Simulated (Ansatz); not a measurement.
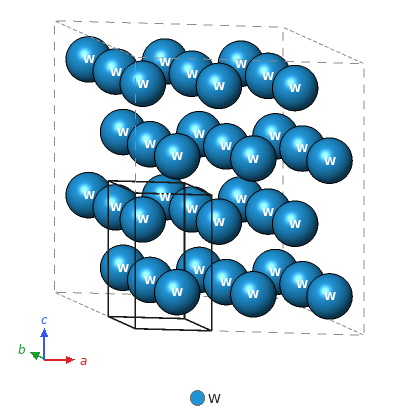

Structure drawing (spheres-only), viewed slightly off an axis. The solid frame is a single simulation cell within a 3×3×2 block.

The calculation's input:
```yaml
crystal:
  lattice:
    - [2.7764647312, 0.0, 0.0]
    - [-1.3882323656, 2.40448899, 0.0]
    - [0.0, 0.0, 4.9512692421]
  atoms:
    - { symbol: W, position: [0.3333333333, 0.6666666667, 0.75] }
    - { symbol: W, position: [0.6666666667, 0.3333333333, 0.25] }
basis:
  ecutwfc: 420
  ecutrho_ratio: 4
kpoints:
  mp_grid: { grid: [18, 18, 10] }
  band_path:
    path:
      - [[0.0, 0.0, 0.0], [0.5, 0.0, 0.0], [0.33333333, 0.33333333, 0.0], [0.0, 0.0, 0.0], [0.0, 0.0, 0.5], [0.5, 0.0, 0.5], [0.33333333, 0.33333333, 0.5], [0.0, 0.0, 0.5]]
      - [[0.5, 0.0, 0.5], [0.5, 0.0, 0.0]]
      - [[0.33333333, 0.33333333, 0.5], [0.33333333, 0.33333333, 0.0]]
    npoints: 14
hamiltonian:
  xc: pbe
scf:
  occupations: { method: gaussian, width: 0.05 }
  n_extra_bands: 13
output:
  forces: true
  stress: true
  eigenvalues: true
  populations: true
  dos: { projected: true, de: 0.02, nscf_kmesh: { grid: [27, 27, 15] } }
  bader: true
```

Calculation details: DFT PBE, scalar-relativistic, plane waves, PAW (Ansatz 0.2.0); 420 eV cutoff, k-points on an 18×18×10 grid, Gaussian smearing of 0.05 eV, no spin polarisation.

### Is it conducting or gapped at this level?

A metal: bands cross the Fermi level.

### What is the pressure at this volume?

The computed pressure is 0.0 GPa, close to zero.

The model was built from a structure type filled with this element by a generator (whether the element takes this form wasn't checked). Earlier steps of the study may have refined or changed the cell and positions. An electronic-structure calculation with Ansatz was run on it.
